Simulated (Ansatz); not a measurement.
## Electronic structure of HW$_{16}$S$_{32}$ (cell with a defect) in real space

Input file:

```
crystal:
  lattice:
    - [0.0, 7.3617871071, -7.4744493696]
    - [6.375494652, -3.6808935536, -7.4744493696]
    - [-6.375494652, -3.6808935536, -7.4744493696]
  atoms:
    - { symbol: W, position: [0.9993225509, 0.2493225509, 0.7493225509] }
    - { symbol: W, position: [0.2493225509, 0.9993225509, 0.7493225509] }
    - { symbol: W, position: [0.4993225509, 0.7493225509, 0.7493225509] }
    - { symbol: W, position: [0.9993225509, 0.4993225509, 0.4993225509] }
    - { symbol: W, position: [0.7493225509, 0.4993225509, 0.7493225509] }
    - { symbol: W, position: [0.2493225509, 0.2493225509, 0.4993225509] }
    - { symbol: W, position: [0.4993225509, 0.9993225509, 0.4993225509] }
    - { symbol: W, position: [0.9993225509, 0.7493225509, 0.2493225509] }
    - { symbol: W, position: [0.7493225509, 0.7493225509, 0.4993225509] }
    - { symbol: W, position: [0.2493225509, 0.4993225509, 0.2493225509] }
    - { symbol: W, position: [0.4993225509, 0.2493225509, 0.2493225509] }
    - { symbol: W, position: [0.9993225509, 0.9993225509, 0.9993225509] }
    - { symbol: W, position: [0.7493225509, 0.9993225509, 0.2493225509] }
    - { symbol: W, position: [0.2493225509, 0.7493225509, 0.9993225509] }
    - { symbol: W, position: [0.4993225509, 0.4993225509, 0.9993225509] }
    - { symbol: W, position: [0.7493225509, 0.2493225509, 0.9993225509] }
    - { symbol: S, position: [0.5959257297, 0.8459257297, 0.3459257297] }
    - { symbol: S, position: [0.8459257297, 0.5959257297, 0.3459257297] }
    - { symbol: S, position: [0.0959257297, 0.3459257297, 0.3459257297], spin: 0.143 }
    - { symbol: S, position: [0.5959257297, 0.0959257297, 0.0959257297] }
    - { symbol: S, position: [0.3459257297, 0.0959257297, 0.3459257297], spin: 0.143 }
    - { symbol: S, position: [0.8459257297, 0.8459257297, 0.0959257297] }
    - { symbol: S, position: [0.0959257297, 0.5959257297, 0.0959257297] }
    - { symbol: S, position: [0.5959257297, 0.3459257297, 0.8459257297] }
    - { symbol: S, position: [0.3459257297, 0.3459257297, 0.0959257297], spin: 0.143 }
    - { symbol: S, position: [0.8459257297, 0.0959257297, 0.8459257297] }
    - { symbol: S, position: [0.0959257297, 0.8459257297, 0.8459257297] }
    - { symbol: S, position: [0.5959257297, 0.5959257297, 0.5959257297] }
    - { symbol: S, position: [0.3459257297, 0.5959257297, 0.8459257297] }
    - { symbol: S, position: [0.8459257297, 0.3459257297, 0.5959257297] }
    - { symbol: S, position: [0.0959257297, 0.0959257297, 0.5959257297] }
    - { symbol: S, position: [0.3459257297, 0.8459257297, 0.5959257297] }
    - { symbol: S, position: [0.7360517194, 0.9860517194, 0.4860517194] }
    - { symbol: S, position: [0.9860517194, 0.7360517194, 0.4860517194] }
    - { symbol: S, position: [0.2360517194, 0.4860517194, 0.4860517194] }
    - { symbol: S, position: [0.7360517194, 0.2360517194, 0.2360517194] }
    - { symbol: S, position: [0.4860517194, 0.2360517194, 0.4860517194] }
    - { symbol: S, position: [0.9860517194, 0.9860517194, 0.2360517194], spin: 0.143 }
    - { symbol: S, position: [0.2360517194, 0.7360517194, 0.2360517194] }
    - { symbol: S, position: [0.7360517194, 0.4860517194, 0.9860517194] }
    - { symbol: S, position: [0.4860517194, 0.4860517194, 0.2360517194] }
    - { symbol: S, position: [0.9860517194, 0.2360517194, 0.9860517194], spin: 0.143 }
    - { symbol: S, position: [0.2360517194, 0.9860517194, 0.9860517194], spin: 0.143 }
    - { symbol: S, position: [0.7360517194, 0.7360517194, 0.7360517194] }
    - { symbol: S, position: [0.4860517194, 0.7360517194, 0.9860517194] }
    - { symbol: S, position: [0.9860517194, 0.4860517194, 0.7360517194] }
    - { symbol: S, position: [0.2360517194, 0.2360517194, 0.7360517194] }
    - { symbol: S, position: [0.4860517194, 0.9860517194, 0.7360517194] }
    - { symbol: H, position: [0.1640625, 0.1640625, 0.171875], spin: 0.143 }
  host:
    lattice:
      - [1.593873663, 0.9202233884, 7.4744493696]
      - [-1.593873663, 0.9202233884, 7.4744493696]
      - [0.0, -1.8404467768, 7.4744493696]
    atoms:
      - { symbol: W, position: [0.0006774491, 0.0006774491, 0.0006774491] }
      - { symbol: S, position: [0.4040742703, 0.4040742703, 0.4040742703] }
      - { symbol: S, position: [0.2639482806, 0.2639482806, 0.2639482806] }
basis:
  ecutwfc: 420
  xc_grid: 2
kpoints:
  mp_grid: { grid: [2, 2, 2], shift: [0.5, 0.5, 0.5] }
hamiltonian:
  xc: pbe
scf:
  occupations: { method: gaussian, width: 0.01 }
output:
  forces: true
  stress: false
  eigenvalues: true
  populations: true
  charged_corrections:
    defect_position: [0.1640625, 0.1640625, 0.171875]
    epsilon: [[11.5894, 0.0, 0.0], [0.0, 11.5894, 0.0], [0.0, 0.0, 3.2073]]
  write_density: true
  write_potential: true
  elf: true
  volumetric_format: npy
magnetization:
  spin_polarized: true
relax:
  adjacent_minimum: "off"
  f_tol: 0.025
  max_steps: 45
```

Run with:

```sh
ansatz run input.yaml --threads 4 --pin off --max-ram 10240MiB --backend cpu --events-out ev --progress --plain --runs-dir out
```

The fields are those of the run's last geometry, not of the input's.

Spin-polarised.

Level of theory: DFT PBE, scalar-relativistic, plane waves, PAW (Ansatz).

In a PAW calculation such maps are meaningful between the atoms, not at the nuclei.

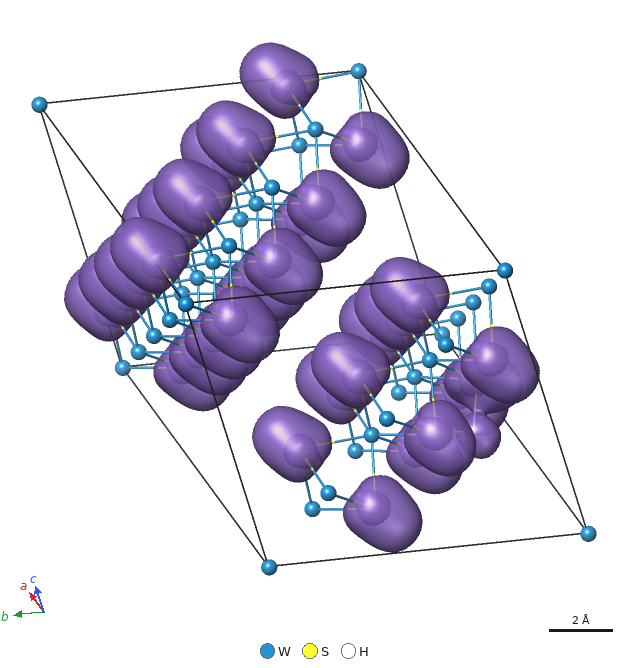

Figure 1. Isosurface of the ELF at 0.7 (purple), seen at an oblique angle. Only the valence region is drawn (cores and ρ < 0.01 e/Å³ removed). Sticks mark near contacts.

> Describe the localisation domains.

The ELF exceeds this value in 30 regions wrapped around S (the valence shell of each) and one joined region spread over several atoms (H, S), in which their bonds and any lone pairs are merged, counted in one cell of 49 atoms. Any copies at cell faces, edges or corners count once. Profiles from the grid: S–H (1.79 Å): the ELF climbs to about 1 towards the hydrogen, as it does in any bond to H. W–S (2.41 Å): the ELF peaks at about 0.85 in the valence shell of S, 0.8 Å from its nucleus, and is about 0.50 at the midpoint.

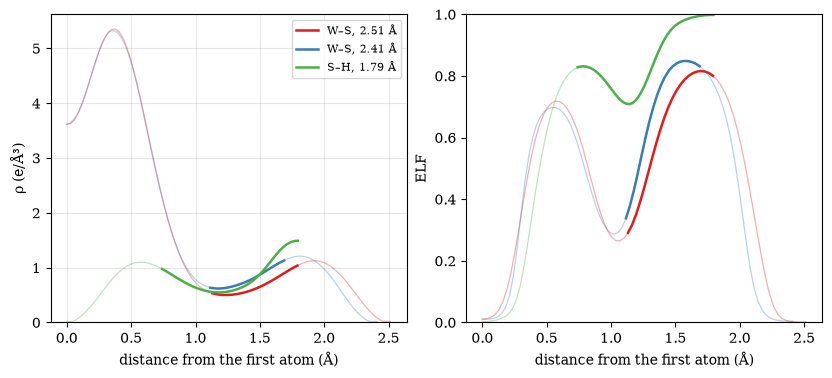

Figure 2. Valence charge density (pseudo) and ELF along straight lines between neighbouring atoms. Thin, pale parts lie inside the atomic spheres.

> Compare the contacts.

W–S (2.51 Å): the density is about 0.5 e/Å³ at the midpoint; the ELF peaks at about 0.80 in the valence shell of S, 0.8 Å from its nucleus, and is about 0.45 at the midpoint.
W–S (2.41 Å): the density is about 0.62 e/Å³ at the midpoint; the ELF peaks at about 0.85 in the valence shell of S, 0.8 Å from its nucleus, and is about 0.50 at the midpoint.
S–H (1.79 Å): the density is about 0.76 e/Å³ at the midpoint; the ELF climbs to about 1 towards the hydrogen.

> Does the calculation make it a metal, or give it a gap?

It is gapped, with a Kohn–Sham gap of 0.42 eV on the k-point mesh, an upper bound to the gap of this method.
